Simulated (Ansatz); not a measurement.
**Zn₂₁S₂₀ (charge +1): geometry relaxation (part 4 of 4)**

Continued. System: Zn₂₁S₂₀ (defect cell, 41 atoms in the cell, total charge +1). Method: DFT PBE, scalar-relativistic, plane waves, PAW, spin-polarised (Ansatz 0.2.0); cutoff 420 eV, 2×2×2 k-mesh, Gaussian smearing of 0.01 eV, collinear spins. The structure derives from a Materials Project entry. It belongs to a series of runs on one base structure; here: S vacancy (site a), charge +1, atoms relaxed at the host's cell.

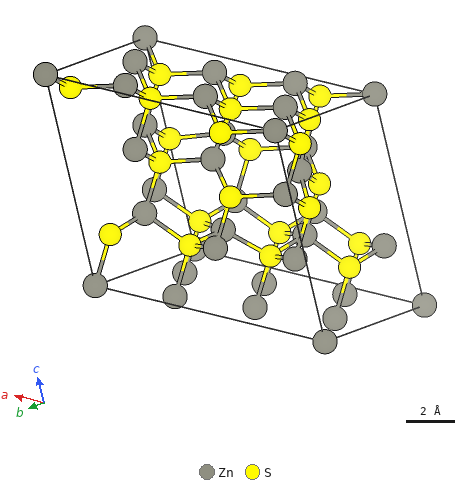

The geometry at step 4 of the log (ball-and-stick view of the cell of the calculation, seen at an oblique angle).

## Trajectory as extended XYZ, continued
```
41
Lattice="9.6155 -3.3309 0.0000 7.6924 6.6618 0.0000 5.7693 1.1103 9.4493" Properties=species:S:1:pos:R:3:forces:R:3 step=2 energy=-87777.49392
Zn    5.7693    1.1103    9.4497    0.0000   0.0000  -0.0041
Zn    9.6098    1.1077    9.4567   -0.0536  -0.0298   0.0080
Zn   13.4668    1.1067    9.4567    0.0526  -0.0315   0.0080
Zn   11.5392    4.4474    9.4567    0.0010   0.0613   0.0080
Zn   17.3271    1.1233    9.4442   -0.0401  -0.0221  -0.0160
Zn   15.3865    4.4181    9.4442    0.0009   0.0458  -0.0160
Zn   19.2102    4.4513    9.4442    0.0392  -0.0237  -0.0160
Zn   17.3079    3.3309    6.2982    0.0000   0.0000   0.0187
Zn   11.4999    6.7095    6.3145    0.0057  -0.0164   0.0840
Zn    7.6705   -0.0574    6.3145    0.0114   0.0131   0.0840
Zn   15.4455    0.0097    6.3145   -0.0171   0.0033   0.0840
Zn   11.5478    0.0940    6.2667    0.0051  -0.6505   0.2527
Zn    9.6923    3.2760    6.2667   -0.5659   0.3209   0.2527
Zn   13.3757    3.2919    6.2667    0.5608   0.3296   0.2527
Zn   11.5386    2.2206    3.2233    0.0000   0.0000  -0.7369
Zn   15.3914    2.2222    3.1397    0.0277  -0.0211  -0.0506
Zn    9.6108    5.5565    3.1397    0.0044   0.0345  -0.0506
Zn    9.6136   -1.1168    3.1397   -0.0321  -0.0134  -0.0506
Zn   13.4526    5.5707    3.1530   -0.0098   0.0275  -0.0447
Zn   13.4829   -1.1120    3.1530    0.0287  -0.0053  -0.0447
Zn    7.6804    2.2031    3.1530   -0.0189  -0.0222  -0.0447
S    17.3079    3.3309    2.3587    0.0000   0.0000   0.0283
S     3.8389    0.0081    2.3594    0.0050  -0.0182   0.0130
S     7.6890   -0.0104    2.3594    0.0133   0.0135   0.0130
S     5.7800    3.3332    2.3594   -0.0183   0.0048   0.0130
S    11.5525   -0.0005    2.3878   -0.0070   0.2073   0.1693
S     9.6081    3.3191    2.3878    0.1830  -0.0976   0.1693
S    13.4552    3.3432    2.3878   -0.1761  -0.1097   0.1693
S    15.3601    2.2216    5.4981   -0.2069   0.0491   0.0688
S     9.6270    5.5296    5.4981    0.0610  -0.2037   0.0688
S     9.6287   -1.0894    5.4981    0.1459   0.1546   0.0688
S    13.3972    5.5476    5.5102   -0.0465  -0.2404   0.0481
S    13.4906   -1.0524    5.5102   -0.1850   0.1605   0.0481
S     7.7281    2.1667    5.5102    0.2315   0.0800   0.0481
S    17.3079    3.3309    8.6485    0.0000   0.0000   0.0048
S    21.1409    3.3472    8.6734   -0.0255  -0.0138  -0.0571
S    15.3773    6.6422    8.6734    0.0247  -0.0152  -0.0571
S    15.4056    0.0033    8.6734    0.0008   0.0289  -0.0571
S    11.5383    0.0312    8.6463   -0.0070   0.0657  -0.2457
S     9.6427    3.3155    8.6463    0.0604  -0.0267  -0.2457
S    13.4348    3.3151    8.6463   -0.0534  -0.0389  -0.2457
41
Lattice="9.6155 -3.3309 0.0000 7.6924 6.6618 0.0000 5.7693 1.1103 9.4493" Properties=species:S:1:pos:R:3:forces:R:3 step=3 energy=-87777.77705
Zn    5.7693    1.1103    9.4425    0.0000   0.0000   0.0218
Zn    9.5994    1.1014    9.4459    0.0337   0.0289  -0.0022
Zn   13.4775    1.1008    9.4459   -0.0418   0.0147  -0.0022
Zn   11.5389    4.4597    9.4459    0.0082  -0.0436  -0.0022
Zn   17.3197    1.1186    9.4413    0.0385  -0.0339   0.0630
Zn   15.3861    4.4268    9.4413   -0.0486  -0.0164   0.0630
Zn   19.2179    4.4473    9.4413    0.0101   0.0502   0.0630
Zn   17.3079    3.3309    6.3043    0.0000   0.0000  -0.0808
Zn   11.5002    6.6997    6.3328    0.0606  -0.0133  -0.1232
Zn    7.6788   -0.0522    6.3328   -0.0188   0.0591  -0.1232
Zn   15.4368    0.0144    6.3328   -0.0418  -0.0458  -0.1232
Zn   11.5461   -0.0822    6.3353   -0.0182  -0.0645  -0.0287
Zn    9.5406    3.3655    6.3353   -0.0468   0.0480  -0.0287
Zn   13.5291    3.3785    6.3353    0.0650   0.0165  -0.0287
Zn   11.5386    2.2206    3.0262    0.0000   0.0000  -0.0674
Zn   15.3888    2.2182    3.1360   -0.0137   0.0186   0.0552
Zn    9.6155    5.5562    3.1360   -0.0093  -0.0212   0.0552
Zn    9.6115   -1.1126    3.1360    0.0230   0.0026   0.0552
Zn   13.4495    5.5676    3.1479    0.0163  -0.0240   0.0442
Zn   13.4818   -1.1077    3.1479   -0.0289  -0.0021   0.0442
Zn    7.6846    2.2019    3.1479    0.0126   0.0261   0.0442
S    17.3079    3.3309    2.3595    0.0000   0.0000  -0.0083
S     3.8395    0.0028    2.3599    0.0084   0.0741  -0.0507
S     7.6933   -0.0072    2.3599   -0.0684  -0.0297  -0.0507
S     5.7751    3.3353    2.3599    0.0599  -0.0444  -0.0507
S    11.5492    0.0220    2.3967    0.0000  -0.2763  -0.1332
S     9.6293    3.3108    2.3967   -0.2393   0.1381  -0.1332
S    13.4374    3.3290    2.3967    0.2393   0.1382  -0.1332
S    15.3471    2.2288    5.5129    0.2062  -0.1058  -0.1229
S     9.6272    5.5147    5.5129   -0.0114   0.2315  -0.1229
S     9.6415   -1.0817    5.5129   -0.1947  -0.1256  -0.1229
S    13.4052    5.5229    5.5223    0.0412   0.2897  -0.1178
S    13.4652   -1.0471    5.5223    0.2303  -0.1805  -0.1178
S     7.7454    2.1860    5.5223   -0.2715  -0.1092  -0.1178
S    17.3079    3.3309    8.6527    0.0000   0.0000   0.0238
S    21.1396    3.3433    8.6617    0.0344   0.0451   0.1071
S    15.3814    6.6431    8.6617   -0.0562   0.0072   0.1071
S    15.4028    0.0064    8.6617    0.0218  -0.0523   0.1071
S    11.5366    0.0266    8.6217    0.0150   0.0159   0.3462
S     9.6396    3.3194    8.6217    0.0062  -0.0210   0.3462
S    13.4397    3.3159    8.6217   -0.0213   0.0051   0.3462
41
Lattice="9.6155 -3.3309 0.0000 7.6924 6.6618 0.0000 5.7693 1.1103 9.4493" Properties=species:S:1:pos:R:3:forces:R:3 step=4 energy=-87777.87370
Zn    5.7693    1.1103    9.4595    0.0000   0.0000  -0.0092
Zn    9.5968    1.0998    9.4518   -0.0074  -0.0040  -0.0187
Zn   13.4802    1.0993    9.4518    0.0071  -0.0044  -0.0187
Zn   11.5389    4.4627    9.4518    0.0003   0.0084  -0.0187
Zn   17.3108    1.1056    9.4516   -0.0079   0.0103  -0.0240
Zn   15.3793    4.4411    9.4516    0.0128   0.0017  -0.0240
Zn   19.2337    4.4461    9.4516   -0.0050  -0.0120  -0.0240
Zn   17.3079    3.3309    6.2977    0.0000   0.0000   0.0296
Zn   11.5389    6.6720    6.3221    0.0085  -0.0135   0.0159
Zn    7.6834   -0.0049    6.3221    0.0074   0.0142   0.0159
Zn   15.3935   -0.0053    6.3221   -0.0160  -0.0006   0.0159
Zn   11.5410   -0.1969    6.3717   -0.0092   0.0618  -0.0060
Zn    9.4438    3.4273    6.3717    0.0582  -0.0229  -0.0060
Zn   13.6311    3.4315    6.3717   -0.0489  -0.0389  -0.0060
Zn   11.5386    2.2206    2.8862    0.0000   0.0000   0.0415
Zn   15.3989    2.2079    3.1415    0.0036  -0.0034   0.0072
Zn    9.6195    5.5701    3.1415    0.0012   0.0048   0.0072
Zn    9.5974   -1.1162    3.1415   -0.0047  -0.0014   0.0072
Zn   13.4539    5.5694    3.1418   -0.0018   0.0026  -0.0034
Zn   13.4811   -1.1125    3.1418    0.0032   0.0003  -0.0034
Zn    7.6808    2.2049    3.1418   -0.0014  -0.0029  -0.0034
S    17.3079    3.3309    2.3664    0.0000   0.0000  -0.0097
S     3.8447    0.0047    2.3561    0.0002   0.0022   0.0036
S     7.6891   -0.0037    2.3561   -0.0020  -0.0009   0.0036
S     5.7741    3.3299    2.3561    0.0018  -0.0013   0.0036
S    11.5396   -0.0204    2.3762    0.0014   0.0003   0.0008
S     9.5974    3.3403    2.3762   -0.0004  -0.0014   0.0008
S    13.4789    3.3420    2.3762   -0.0009   0.0011   0.0008
S    15.3834    2.2041    5.5041    0.0134  -0.0045  -0.0007
S     9.6305    5.5586    5.5041   -0.0028   0.0138  -0.0007
S     9.6019   -1.1008    5.5041   -0.0106  -0.0093  -0.0007
S    13.4447    5.5601    5.5029    0.0036   0.0054  -0.0057
S    13.4777   -1.0999    5.5029    0.0029  -0.0058  -0.0057
S     7.6935    2.2016    5.5029   -0.0065   0.0004  -0.0057
S    17.3079    3.3309    8.6621    0.0000   0.0000   0.0029
S    21.1531    3.3418    8.6637   -0.0079   0.0021   0.0053
S    15.3759    6.6556    8.6637    0.0021  -0.0079   0.0053
S    15.3947   -0.0046    8.6637    0.0058   0.0058   0.0053
S    11.5382    0.0177    8.6683    0.0013  -0.0044   0.0074
S     9.6310    3.3224    8.6683   -0.0045   0.0011   0.0074
S    13.4466    3.3217    8.6683    0.0032   0.0034   0.0074
41
Lattice="9.6155 -3.3309 0.0000 7.6924 6.6618 0.0000 5.7693 1.1103 9.4493" Properties=species:S:1:pos:R:3:forces:R:3 step=5 energy=-87777.87706
Zn    5.7693    1.1103    9.4574    0.0000   0.0000   0.0089
Zn    9.5959    1.0997    9.4480   -0.0004   0.0002   0.0093
Zn   13.4807    1.0987    9.4480    0.0000  -0.0004   0.0093
Zn   11.5392    4.4635    9.4480    0.0004   0.0002   0.0093
Zn   17.3113    1.1079    9.4471   -0.0025  -0.0043   0.0069
Zn   15.3810    4.4395    9.4471   -0.0025   0.0043   0.0069
Zn   19.2314    4.4454    9.4471    0.0050   0.0000   0.0069
Zn   17.3079    3.3309    6.3068    0.0000   0.0000  -0.0062
Zn   11.5406    6.6721    6.3239    0.0044  -0.0027  -0.0043
Zn    7.6825   -0.0034    6.3239    0.0002   0.0051  -0.0043
Zn   15.3927   -0.0068    6.3239   -0.0046  -0.0024  -0.0043
Zn   11.5374   -0.1688    6.3644    0.0021  -0.0021  -0.0053
Zn    9.4699    3.4164    6.3644   -0.0028  -0.0008  -0.0053
Zn   13.6085    3.4143    6.3644    0.0007   0.0029  -0.0053
Zn   11.5386    2.2206    2.9088    0.0000   0.0000  -0.0177
Zn   15.4001    2.2075    3.1449    0.0020  -0.0020  -0.0040
Zn    9.6192    5.5713    3.1449    0.0007   0.0027  -0.0040
Zn    9.5966   -1.1170    3.1449   -0.0027  -0.0007  -0.0040
Zn   13.4527    5.5691    3.1411   -0.0005   0.0020  -0.0017
Zn   13.4815   -1.1113    3.1411    0.0020  -0.0006  -0.0017
Zn    7.6817    2.2040    3.1411   -0.0015  -0.0014  -0.0017
S    17.3079    3.3309    2.3652    0.0000   0.0000   0.0017
S     3.8438    0.0056    2.3549   -0.0003  -0.0008  -0.0007
S     7.6887   -0.0049    2.3549    0.0008   0.0001  -0.0007
S     5.7754    3.3301    2.3549   -0.0005   0.0007  -0.0007
S    11.5388   -0.0186    2.3764    0.0023   0.0050   0.0051
S     9.5994    3.3401    2.3764    0.0032  -0.0045   0.0051
S    13.4777    3.3403    2.3764   -0.0055  -0.0005   0.0051
S    15.3836    2.2037    5.5072   -0.0056   0.0030  -0.0007
S     9.6308    5.5589    5.5072    0.0002  -0.0064  -0.0007
S     9.6015   -1.1008    5.5072    0.0054   0.0034  -0.0007
S    13.4441    5.5551    5.5035   -0.0066   0.0001   0.0011
S    13.4737   -1.0968    5.5035    0.0034   0.0056   0.0011
S     7.6981    2.2035    5.5035    0.0032  -0.0058   0.0011
S    17.3079    3.3309    8.6647    0.0000   0.0000  -0.0038
S    21.1521    3.3431    8.6646   -0.0014   0.0007  -0.0004
S    15.3752    6.6540    8.6646    0.0001  -0.0016  -0.0004
S    15.3964   -0.0044    8.6646    0.0013   0.0009  -0.0004
S    11.5379    0.0185    8.6659    0.0001   0.0013   0.0002
S     9.6319    3.3223    8.6659    0.0011  -0.0007   0.0002
S    13.4461    3.3210    8.6659   -0.0012  -0.0005   0.0002
```

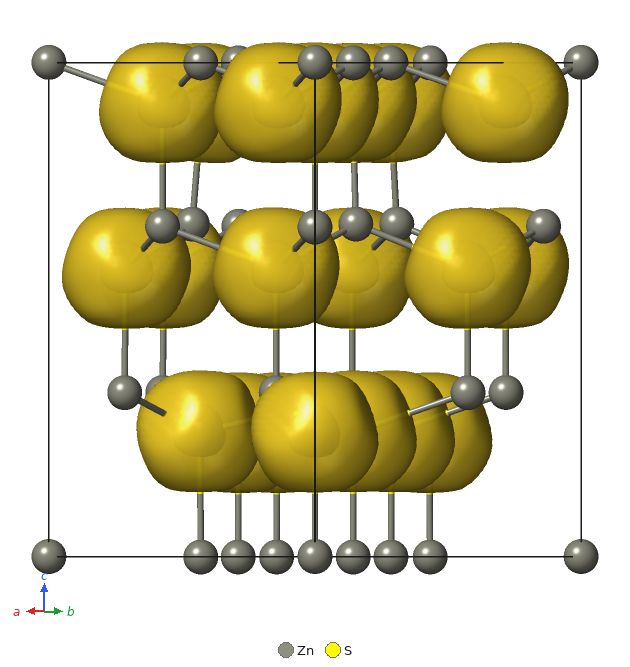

Isosurface of the ELF at 0.65 (yellow), seen along [110]. Only the valence region is drawn (cores and ρ < 0.01 e/Å³ removed). Sticks mark near contacts. The outline is the calculation cell. Along the contacts the grid gives the following. Zn–S (2.30 Å): the ELF is about 0.55 at the midpoint; no shared pair; the contact is polar. Zn–S (2.34 Å): the ELF is about 0.55 at the midpoint; no shared pair; the contact is polar. The fields are those of the smooth PAW valence density.

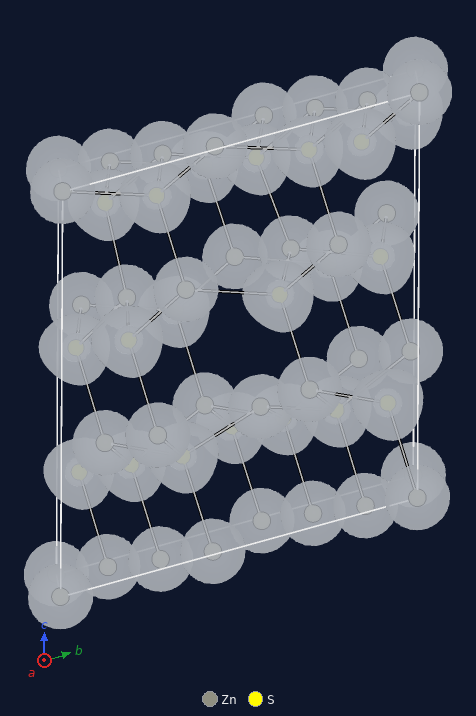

Isosurface of the valence electron density at 0.8 e/Å³ (grey), seen at an oblique angle. Sticks mark near contacts. The outline is the calculation cell. At this value the density breaks into separate islands; it holds about 60 % of the electrons treated as valence. It is pinched off along the Zn–S (2.30 Å) and Zn–S (2.34 Å) contacts. On the grid the lowest density along these lines, outside the cores, is 0.52 e/Å³ (Zn–S, 2.30 Å) and 0.47 e/Å³ (Zn–S, 2.34 Å).

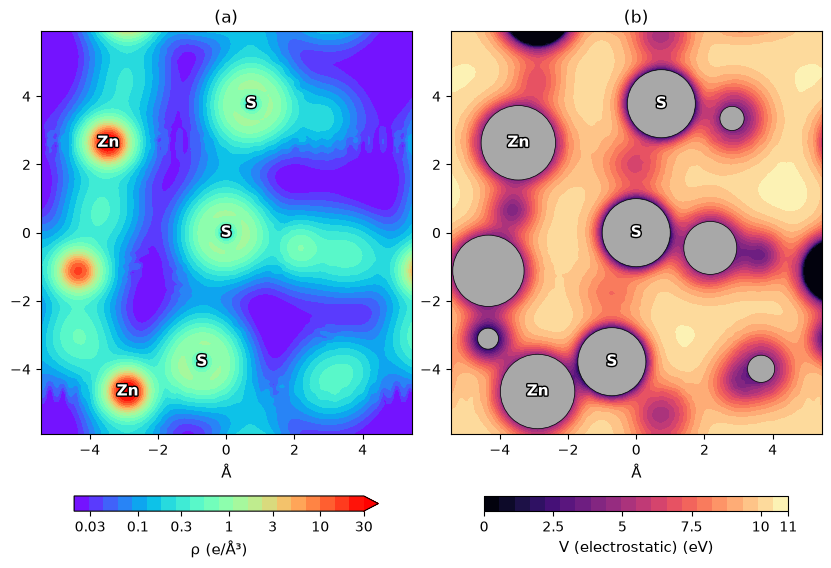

(a) valence electron density; (b) electrostatic potential (local pseudopotential plus Hartree) felt by an electron on the (101) plane of the calculation cell. Grey discs, where drawn, cover atomic cores. Atoms in the plane: Zn and S. Zn–S (2.35 Å): ρ at the midpoint is about 0.5 e/Å³. Away from the nuclei the density in this plane falls to 0.009 e/Å³ at its lowest. Outside the cores the potential energy rises away from the atoms and is highest about 2.3 Å from the nearest atoms; outside the discs it spans about 10 eV, and its zero is arbitrary.

## Summary

| quantity | value |
| --- | --- |
| outcome | converged |
| electrons treated | 371 |
| free energy | −87777.8771 eV |
| Fermi energy | 6.823 eV |
| gap on the k-point mesh | none (metallic) |
| net moment of the cell | 0.75 μB |
| integrated absolute moment | 0.79 μB |
| final volume | 847.41 Å³ |
| largest force (length of the vector) at the end | 0.018 eV/Å |
| hardware | 4 threads of Intel Xeon (Granite Rapids), 32 GiB of memory available, shared host |
| wall time | 2.3 min (CPU time 8.7 min) |
| peak memory | 4.1 GiB |

The cell is charged and computed with a neutralising background, so its energy and pressure depend on the cell and aren't those of a real crystal.
